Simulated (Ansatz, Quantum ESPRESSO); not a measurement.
# silicene, 1 layer: the energy at a withheld member of a series

Method. Quantum ESPRESSO 7.5, PBE, GBRV ultrasoft. Cell and atoms are first relaxed; each strained cell is then held and the atoms relax in it. A periodic run with 15 Å of vacuum in the starting cell gives the vacuum levels, and bands follow along a path. The series steps biaxial strain. Energies count from the lowest.

| biaxial strain | energy (eV) |
| --- | --- |
| -4 % | 0.1153 |
| -3 % | 0.0644 |
| -2 % | 0.0282 |
| -1 % | 0.0068 |
| 0 % | 0.0000 |
| 1 % | 0.0076 |
| 2 % | 0.0292 |
| 4 % | 0.1125 |

To predict: What is the energy at 3 %?

By hand: The rows at 2 % and 4 % give a slope of (0.1125 − (0.0292))/(4 − (2)) = 0.04165, so a straight line gives 0.0708 eV. A parabola through these and the row at 1 % gives 0.0642 eV.

**Check.** 0.0644 eV. The line misses by +0.0064 and the parabola by −0.0002 eV. The parabola does better.

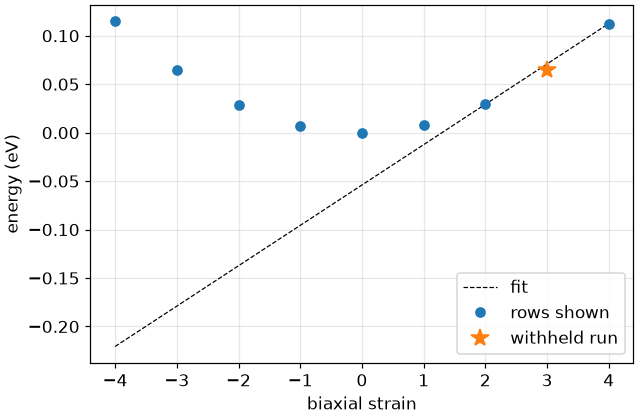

The rows shown, the fit and the withheld run.

**Limits.** Semilocal gaps are too small; the 1×1 cell can't ripple over many cells under compression as a free sheet would. No spin-orbit coupling.
